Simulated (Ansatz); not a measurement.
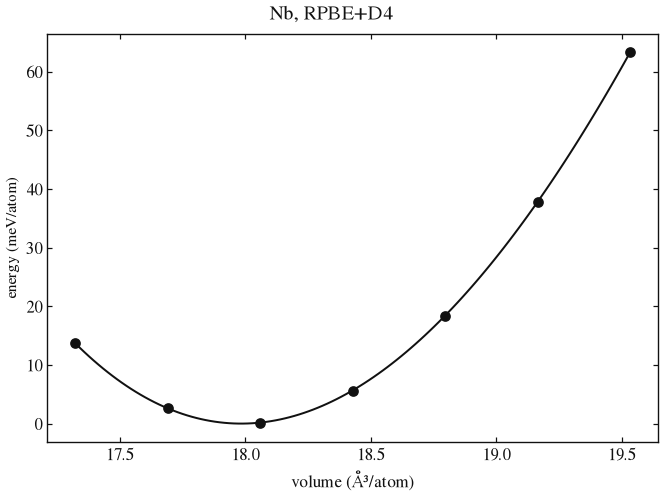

The figure shows the energy against volume for Nb, space group Im-3m (No. 229).

Cell as given: a = 2.882 Å, b = 2.882 Å, c = 2.882 Å, α = 109.47°, β = 109.47°, γ = 109.47°; 1 atom.

Method: plane-wave DFT, no spin polarisation; energies at scaled volumes of the given cell, shape and fractions fixed, counted from the fit's minimum, third-order Birch-Murnaghan fit (Ansatz 0.2.0). Level: RPBE with D4.

k mesh 11×11×11; occupations Fermi–Dirac; smearing width 0.05 eV; potentials Ansatz PAW; wave cutoff 420 eV; density cutoff 1680 eV.

**How stiff is the solid, and where is its volume at rest?**

A third-order Birch–Murnaghan fit gives V0 = 17.98 Å³/atom, B0 = 171 GPa and B′ = 3.3.

Caveats: the functional was run on potentials made for another functional.
